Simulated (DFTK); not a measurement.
System: InAs.

```
CELL_PARAMETERS angstrom
6.03600 0.00000 0.00000
0.00000 0.00000 -6.03600
0.00000 6.03600 0.00000
ATOMIC_POSITIONS crystal
In 0.50000 0.50000 0.00000
In 0.00000 0.50000 0.50000
In 0.00000 0.00000 0.00000
In 0.50000 0.00000 0.50000
As 0.75000 0.75000 0.25000
As 0.25000 0.75000 0.75000
As 0.25000 0.25000 0.25000
As 0.75000 0.25000 0.75000
```

Space group F-43m; computed pressure about 3 GPa in this cell.

Theory: Kohn-Sham DFT of a periodic cell, TASK, cp2k.nc.sr.PBE.v0_1.largecore.gth (DFTK 0.8.2).

What can the converged valence pseudo-density tell about the bonding?

Answer. In–As (2.61 Å): ρ at the midpoint is about 0.38 e/Å³.

Metal or insulator at this level of theory?

Answer. It is gapped, with a Kohn–Sham gap of 0.61 eV on the k-point mesh, an upper bound to the gap of this method.

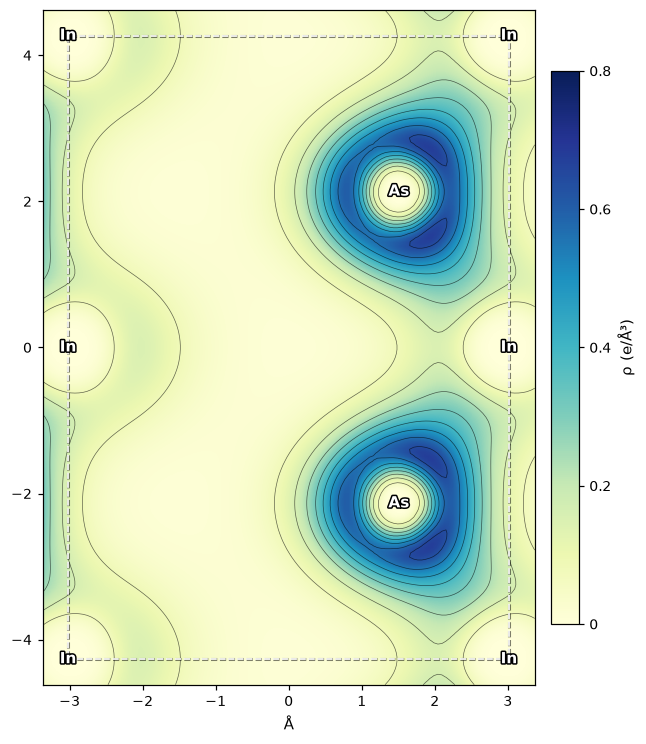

Computed valence pseudo-density on the (011) plane of the conventional cell. 
